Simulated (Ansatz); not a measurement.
Al, as given below.

```
Al
1.0
     2.73529    0.00000    0.00000
     0.00000    2.73529    0.00000
     0.00000    0.00000    2.73529
Al
1
Direct
  0.00000 0.00000 0.00000
```

It is based on the geometry relaxed with DFT, revPBE, plane waves (420 eV) with PAW, scalar-relativistic in Ansatz; the starting structure was generated, so it need not be a known form of this composition.

Q: Where will the first 5 clear peaks of its X-ray PDF lie (peak width σ = 0.12 Å), and from which pairs do they come?

A: 1. 2.73 Å: Al–Al at 2.74 Å
2. 3.87 Å: Al–Al at 3.87 Å
3. 4.74 Å: Al–Al at 4.74 Å
4. 5.47 Å: Al–Al at 5.47 Å
5. 6.12 Å: Al–Al at 6.12 Å

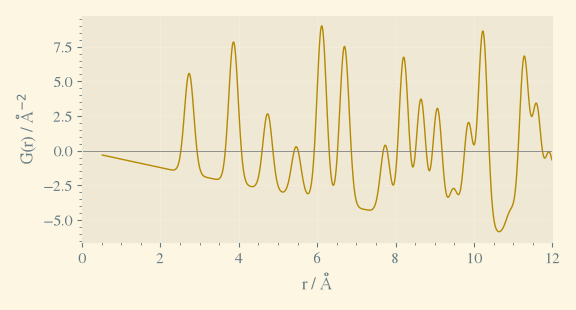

Simulated X-ray pair distribution function, G(r) = R(r)/r − 4πρ₀r, summed over the atomic distances of the structure with each pair weighted by the product of the atomic numbers (X-ray weights at Q = 0); every distance is a Gaussian of σ = 0.12 Å, damped by exp(−(Q_damp r)²/2) with Q_damp = 0.040 Å⁻¹. No termination ripples are included.
